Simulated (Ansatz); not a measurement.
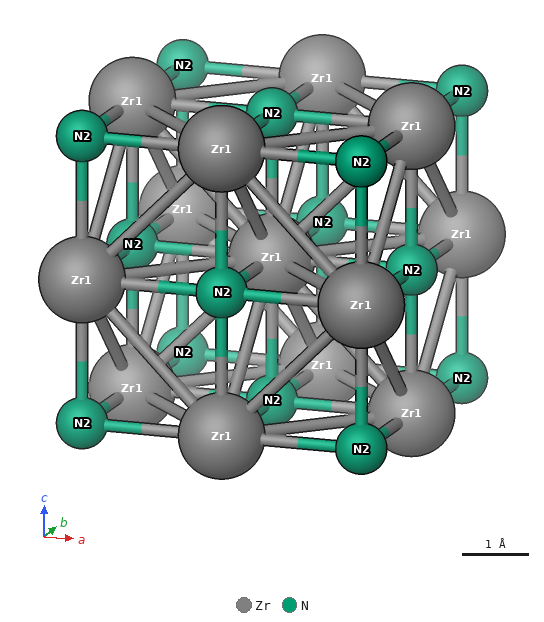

Fig. 1: The structure as given in the input (ball-and-stick view of the cell 4 times as large as that of the calculation, set on its symmetry axes, seen slightly off an axis; atoms are numbered from 1 in the order of the input). Near neighbours in the crystal (not all of them lie inside the picture): Zr has 6 N at 2.28 Å and 12 Zr at 3.22 Å; N has 6 Zr at 2.28 Å.

## ZrN: a failed or faulty run and its cure

System: ZrN (Fm-3m, 2 atoms in the cell).
Method of the first run: DFT, PBEsol, plane waves, PAW, Ueff = 4 eV on N f (Ansatz 0.2.0).

The structure was built on a prototype by a generator; it need not be a known phase. Text and figures count atoms from 1; the logs count them from 0 in places.

### Input, the first run
```yaml
crystal:
  lattice:
    - [0.0, 2.2758239707, 2.2758239707]
    - [2.2758239707, 0.0, 2.2758239707]
    - [2.2758239707, 2.2758239707, 0.0]
  atoms:
    - { symbol: Zr, position: [0.5, 0.5, 0.5] }
    - { symbol: "N", position: [0.0, 0.0, 0.0] }
basis:
  ecutwfc: 420
  ecutrho_ratio: 4
kpoints:
  mp_grid: { grid: [12, 12, 12] }
hamiltonian:
  xc: pbesol
  hubbard: { sites: [{ species: "N", l: f, u_eff: 4.0 }] }
scf:
  occupations: { method: gaussian, width: 0.05 }
  max_iter: 100
output:
  forces: true
  stress: true
```

Command:
```bash
ansatz run input.yaml --threads 4 --pin off --max-ram 4096MiB --backend cpu --events-out ev --progress --plain --runs-dir out
```

Hardware: 4 CPU threads, shared host.

### Output (the first run)
```
Error: inconsistent input (hamiltonian.hubbard.sites[].l, hamiltonian.hubbard.sites[].shell): the file of N doesn't list 4f, and it can't be added: PBE doesn't bind the shell 4f of the free atom, whose level lies at +1.14 eV. Type an atom or ion with it (hamiltonian.pseudopotentials.projection_atoms), take another file or name another shell
```

What should be changed in this input?

This input holds a deliberate fault: a U on a shell that isn't there (`hamiltonian.hubbard`). The program refused the input: “inconsistent input (hamiltonian.hubbard.sites[].l, hamiltonian.hubbard.sites[].shell): the file of N doesn't list 4f, and it can't be added: PBE doesn't bind the shell 4f of the free atom, whose level lies at +1.14 eV …”

A run of the same system that converges differs from this input as follows (lines with − go, lines with + come):
```diff
-  hubbard: { sites: [{ species: "N", l: f, u_eff: 4.0 }] }
-  max_iter: 100
+  eigenvalues: true
```

### Output, shortened to warnings, some set-up lines, iterations and results (the second run)
```
Basis set: ecut = 420 eV, 459 PW (Γ), exchange–correlation on 48×48×48 points (8 copies of the dense FFT grid, shifted against one another)
Symmetry: 48 space group operations
k-points: 72 of 1728
Initial density: superposition of atomic densities (neutral atoms: chi_scale 0, normalization atom), corrected by the library's trained network
[...]
SCF iter   1: F=—  HF=-4510.991606 eV  |F-HF|=—  |Δ(HF+E_count)|=         —  Δρ=1.17e-2  dr2=3.29e-2  ethr=1.77e-3  ⟨swp⟩=5.1  Hψ=4648  notcnv=0
SCF iter   2: F=—  HF=-4510.984040 eV  |F-HF|=—  |Δ(HF+E_count)|=   7.57e-3  Δρ=3.00e-3  dr2=2.51e-3  ethr=1.94e-4  ⟨swp⟩=2.0  Hψ=1755  notcnv=0  defer=32
SCF iter   3: F=—  HF=-4510.983532 eV  |F-HF|=—  |Δ(HF+E_count)|=   5.08e-4  Δρ=5.25e-4  dr2=4.59e-5  ethr=1.48e-5  ⟨swp⟩=2.0  Hψ=1093  notcnv=0  defer=32
SCF iter   4: F=—  HF=-4510.983525 eV  |F-HF|=—  |Δ(HF+E_count)|=   6.28e-6  Δρ=9.95e-5  dr2=1.41e-6  ethr=2.70e-7  ⟨swp⟩=2.3  Hψ=1153  notcnv=0  defer=32
SCF iter   5: F=-4510.983525 eV  HF=-4510.983525 eV  |F-HF|=1.89e-9  |Δ(HF+E_count)|=   1.04e-7  Δρ=7.48e-6  dr2=5.06e-9  ethr=8.30e-9  ⟨swp⟩=2.5  Hψ=1270  notcnv=0  defer=32
SCF iter   6: F=-4510.983525 eV  HF=-4510.983525 eV  |F-HF|=3.46e-11  |Δ(HF+E_count)|=   2.80e-9  Δρ=9.11e-7  dr2=6.51e-11  ethr=2.98e-11  ⟨swp⟩=3.2  Hψ=3181  notcnv=0
SCF 1 converged in 6 iterations: F = -4510.983525 eV  dr2 = 6.51e-11
SCF converged after 6 iterations
Free energy (F): -4510.983525 eV
Harris-Foulkes:  -4510.983525 eV  (|F-HF|=3.46e-11)
Internal energy: -4510.983489 eV  (E = F + TS)
E sigma→0 (E₀):  -4510.983507 eV
Entropy (-TS):   -0.000037 eV (-0.018 meV/atom)
Fermi energy:    17.915146 eV
--- Per-component energies (eV) ---
  E_band       = -20.623817
  E_kinetic    = 468.197502
  E_local      = -610.411924  (includes V_loc(G=0)·N_el)
  E_nonlocal   = 124.922147
  E_hartree    = 183.253779
  E_xc         = -222.841453
  E_vxc        = -270.173892  (∫ρ·V_xc dr)
  E_paw        = -3021.798973  (= ΣΔE_a)
  E_vpaw       = -99.665357  (= ΣTr[D̂ρ^β])
  E_aug_tail   = 0.000115  (compensation charges beyond the density's cutoff)
  E_ewald      = -1432.498501
  E_core_change = 0.193819  (= ΣΔE_core)
  E_smearing   = -0.000037  (= −TS)
  E_closure    = -0.000000  (closes the sum)
  Σ components = -4510.983525   (vs F -4510.983525, Δ=0.00e0)
--- Forces (eV/Å), atoms counted from 1 ---
  atom   1  Zr     0.00000000     0.00000000     0.00000000
  atom   2  N     -0.00000000     0.00000000    -0.00000000
  max |Σ_I F_I| component: 2.73e-29 eV/Å
--- Stress (GPa, compression-positive) ---
        0.009033      -0.000000      -0.000000
       -0.000000       0.009033       0.000000
        0.000000       0.000000       0.009033
  P = ⅓ Tr σ = 0.0090 GPa (0.090 kbar)
```

### The two runs side by side

| quantity | the first run | the second run |
| --- | --- | --- |
| outcome | refused | converged |
| free energy per atom (eV) | – | −2255.4918 |
| gap on the mesh (eV) | – | 0.00 |
| pressure (GPa) | – | 0.01 |
| volume per atom (Å³) | – | 11.79 |
| largest force (eV/Å) | – | 0.000 |
| SCF iterations | – | 6 |
| irreducible k-points | – | 72 |
| plane waves at Γ | – | 459 |

Notes on the second run: The cell holds an odd number of electrons but the run has no spin polarisation, so it comes out as a metal.
